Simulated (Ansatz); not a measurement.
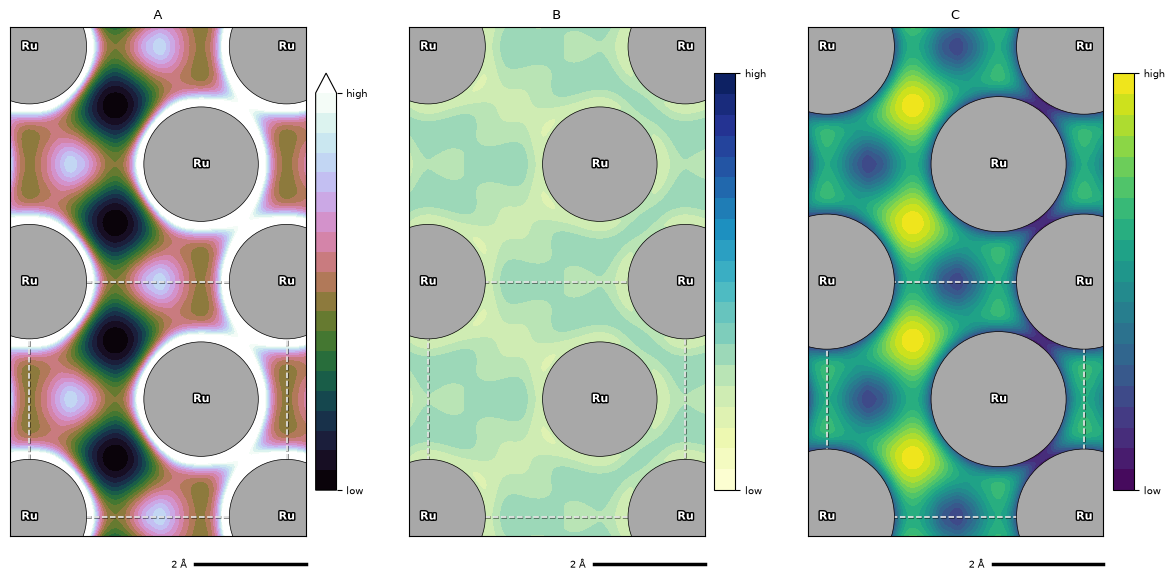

Ru: 3 fields on the (100) plane of the conventional cell, with unlabelled colour scales. Grey discs cover the atomic cores.

Space group C2/c; a structure from a database of computed crystals, not necessarily the ambient phase; computed without spin polarisation.

These are results of DFT PBEsol, scalar-relativistic, plane waves, PAW (Ansatz 0.2.0), not measurements.

```
CELL_PARAMETERS angstrom
-2.68948 0.00000 0.00000
0.00000 -4.65832 0.00000
0.17008 0.00000 4.25194
ATOMIC_POSITIONS crystal
Ru 0.00000 0.66614 0.25000
Ru 0.50000 0.16614 0.25000
Ru 0.50000 0.83386 0.75000
Ru 0.00000 0.33386 0.75000
```

### The panels show electron localisation function, electrostatic potential energy of an electron and valence pseudo-density in some order. Assign them.

Panel A: valence pseudo-density. Panel B: electron localisation function. Panel C: electrostatic potential energy of an electron (low next to the atoms, rising into the space between them).
